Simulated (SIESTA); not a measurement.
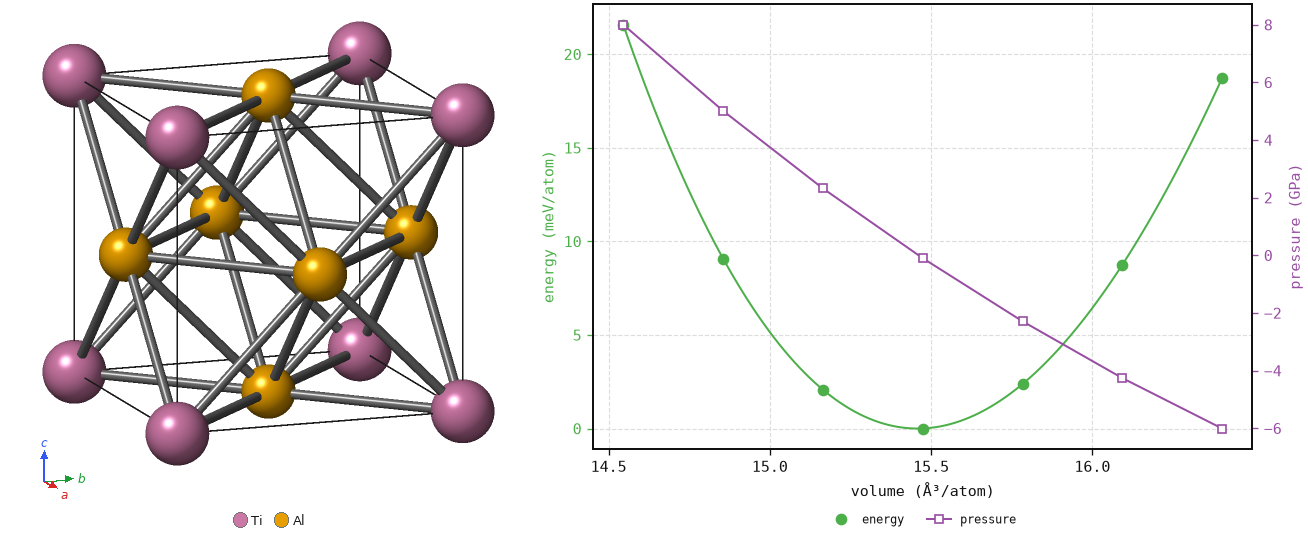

Energy and pressure against volume for TiAl₃, space group Pm-3m (No. 221). The conventional cell is drawn beside the plot.

A third-order Birch–Murnaghan fit gives V0 = 15.46 Å³/atom, B0 = 115 GPa and B′ = 4.2. The energy is 21.57 meV/atom at volume 14.55 Å³/atom and 18.73 meV/atom at 16.40 Å³/atom; the lowest computed point is at volume 15.47 Å³/atom (0.00 meV/atom). The pressure falls from 8.00 GPa at volume 14.55 Å³/atom to −6.01 GPa at 16.40 Å³/atom, and changes sign near 15.46 Å³/atom.

How it was computed, with SIESTA 5.4.2: DFT in numerical atomic orbitals with pseudopotentials, no spin polarisation; energies at scaled volumes of the given cell, shape and fractions fixed, counted from the fit's minimum, third-order Birch-Murnaghan fit. Level: PBEsol.

- k mesh: 7×7×7
- occupations: Fermi–Dirac
- smearing width: 0.05 eV
- potentials: PseudoDojo 0.4 standard, converted to PSML, two zetas on semicore shells
- program settings: basis DZP, mesh cutoff 800 Ry

Cell as given: a = 3.956 Å, b = 3.956 Å, c = 3.956 Å, α = 90.00°, β = 90.00°, γ = 90.00°; 4 atoms.

Note: mulliken charges of long orbitals.
